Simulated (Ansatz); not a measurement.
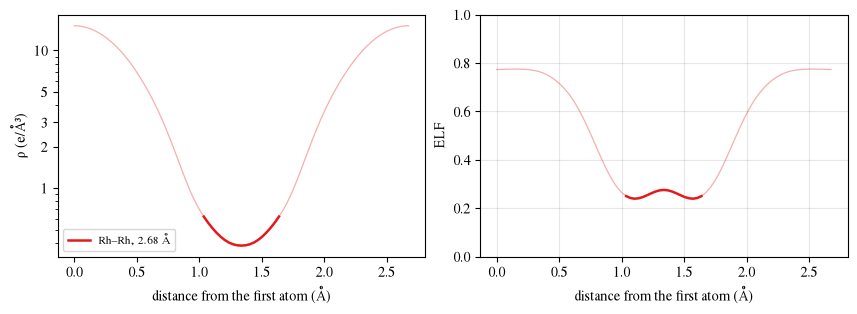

Rh. Valence pseudo-density and ELF along straight lines between neighbouring atoms. Thin, pale parts lie inside the atomic spheres.

Space group R-3m; changed on purpose from its base cell (equal xy, yz and zx shear strains of +1 %, PAW files); computed pressure about −5 GPa in this cell; computed without spin polarisation.

All numbers below come from DFT, PBEsol, PAW with Ansatz's default frozen-core files, scalar-relativistic in Ansatz.

In a PAW calculation such maps are meaningful between the atoms, not at the nuclei.

```
Rh
1.0
     1.89204    0.00000   -1.89204
    -1.89204    1.89204    0.00000
     3.84113    3.84113    3.84113
Rh
3
Direct
  0.00000 0.00000 0.00000
  0.66667 0.33333 0.33333
  0.33333 0.66667 0.66667
```

> What can be read from the curves?

Rh–Rh (2.68 Å): the density is about 0.38 e/Å³ at the midpoint; the ELF is about 0.30 at the midpoint (no shared electron pair shows on this line).
